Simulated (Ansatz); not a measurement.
C (slab)

Input

```
crystal:
  lattice:
    - [7.3951485247, 0.0, 0.0]
    - [-3.6975742623, 6.4043864871, 0.0]
    - [0.0, 0.0, 19.7037100066]
  atoms:
    - { symbol: C, position: [0.5555555556, 0.4444444444, 0.4060149078] }
    - { symbol: C, position: [0.5548032653, 0.7779210665, 0.4058925717] }
    - { symbol: C, position: [0.5557547278, 0.1119518546, 0.4060171208] }
    - { symbol: C, position: [0.8882436837, 0.4446404393, 0.4060170836] }
    - { symbol: C, position: [0.8890521156, 0.7785437746, 0.4053489057] }
    - { symbol: C, position: [0.8888484467, 0.1111391993, 0.4053548269] }
    - { symbol: C, position: [0.2224781928, 0.4453933066, 0.4058929493] }
    - { symbol: C, position: [0.2222742798, 0.7777163704, 0.4058922975] }
    - { symbol: C, position: [0.2216508639, 0.1113487412, 0.4053500373] }
    - { symbol: C, position: [0.4448975756, 0.2229695506, 0.4059270125] }
    - { symbol: C, position: [0.4439435959, 0.5560555147, 0.4059873667] }
    - { symbol: C, position: [0.4441420644, 0.8887266994, 0.4059899884] }
    - { symbol: C, position: [0.7772289762, 0.2227648191, 0.4059317204] }
    - { symbol: C, position: [0.777427038, 0.5552993847, 0.4059263791] }
    - { symbol: C, position: [0.7780438426, 0.8895429766, 0.4053418466] }
    - { symbol: C, position: [0.1108609442, 0.2221500314, 0.4053426101] }
    - { symbol: C, position: [0.1114690122, 0.5562528199, 0.4059901193] }
    - { symbol: C, position: [0.1106487053, 0.8893358575, 0.405338701] }
basis:
  ecutwfc: 420
kpoints:
  mp_grid: { grid: [3, 3, 1] }
hamiltonian:
  xc: pbe
  dispersion: d3bj
scf:
  occupations: { method: gaussian, width: 0.05 }
output:
  forces: true
  eigenvalues: true
  write_density: true
  volumetric_format: npy
efield:
  axis: 3
  dipole_correction: true
  ramp_width: 0.04
```

Run with:

```sh
ansatz run input.yaml --threads 2 --pin off --max-ram 6144MiB --backend cpu --events-out ev --progress --plain --runs-dir out
```

The calculation used DFT PBE+D3(BJ), scalar-relativistic, plane waves, PAW in Ansatz.

Q: Predict the valence pseudo-density between the atoms.

A: C–C (1.42 Å): ρ at the midpoint is about 2 e/Å³.

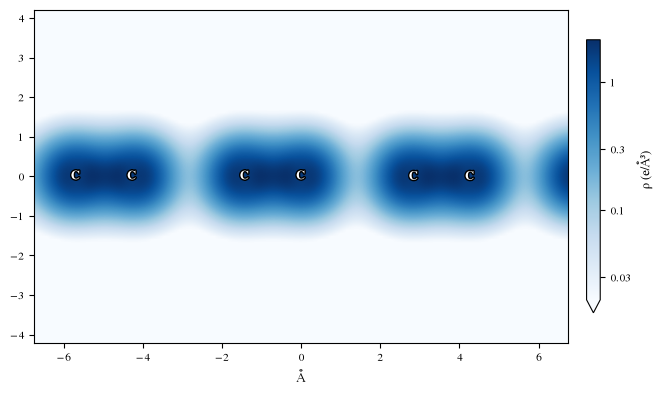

Computed valence pseudo-density on the (110) plane of the calculation cell, a cut from vacuum to vacuum. 

The density is the valence pseudo-density of a PAW calculation; it isn't the true density close to the nuclei.
